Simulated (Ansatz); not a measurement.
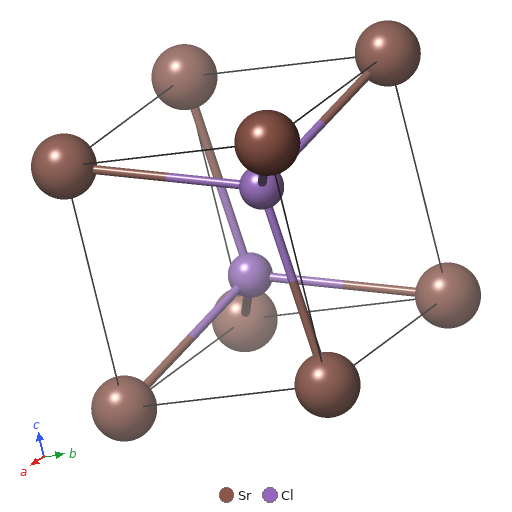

System: SrCl₂, space group Fm-3m (No. 225). The picture shows the cell.

The given structure:
```yaml
crystal:
  lattice:
    - [0.00000, 3.48550, 3.48550]
    - [3.48550, 0.00000, 3.48550]
    - [3.48550, 3.48550, 0.00000]
  atoms:
    - { symbol: Sr, position: [0.00000, 0.00000, 0.00000] }
    - { symbol: Cl, position: [0.25000, 0.25000, 0.25000] }
    - { symbol: Cl, position: [0.75000, 0.75000, 0.75000] }
```

Method: biaxial strain in the xy plane and strain along z of a crystal, fractional coordinates fixed, by plane-wave density functional theory with PAW datasets, free energies less that of the undisturbed cell (Ansatz 0.2.0). Level: LDA, no spin polarisation.

| setting | value |
| --- | --- |
| wave cutoff | 420 eV |
| k mesh | 6×6×6 |
| occupations | Gaussian |
| smearing width | 0.05 eV |
| k shift | (0, 0, 0) (mesh steps) |
| start | as given |

Describe the result: the map of the energy change over strain zz and strain xx = yy. The grid: strain zz −0.08, −0.04, 0, 0.04, 0.08 ; strain xx = yy −0.08, −0.04, 0, 0.04, 0.08.

At the origin a neighbouring grid point lies 13 meV/atom lower, so the given structure isn't at the minimum of this landscape. The energy change is least, −13 meV/atom, at strain zz of 0 and strain xx = yy of −0.04, and largest, 241 meV/atom, at strain zz of 0.08 and strain xx = yy of 0.08. Near the origin the softest direction lies along strain zz, turned by about 17° so that strain xx = yy takes the opposite sign; the curvature across the valley is 3.2 times that along it.

Energy change (meV/atom); rows strain xx = yy, columns strain zz:
|  | −0.08 | −0.04 | 0 | 0.04 | 0.08 |
| --- | --- | --- | --- | --- | --- |
| −0.08 | 110 | 59 | 37 | 39 | 61 |
| −0.04 | 19 | −10 | −13 | 4 | 39 |
| 0 | 4 | −10 | 0 | 28 | 71 |
| 0.04 | 45 | 41 | 60 | 94 | 142 |
| 0.08 | 126 | 129 | 153 | 191 | 241 |

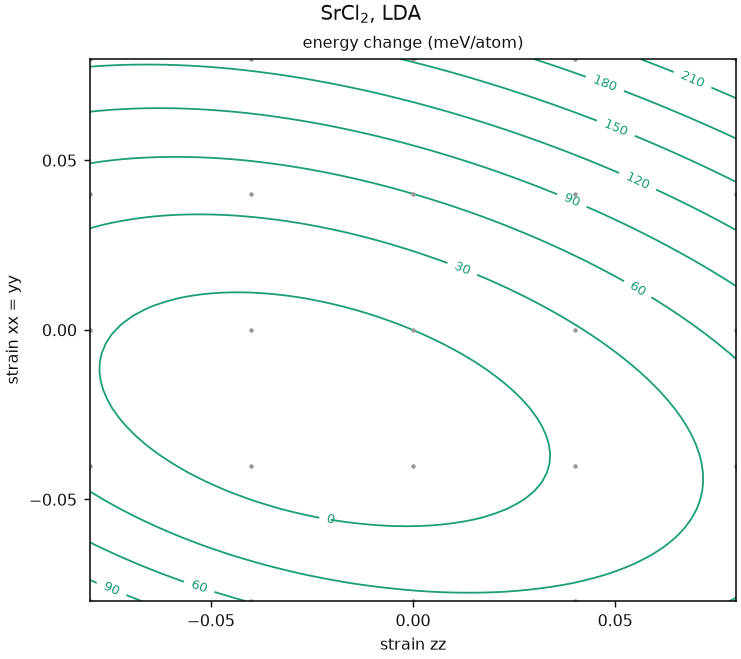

Keep in mind: reference crystal is not relaxed.
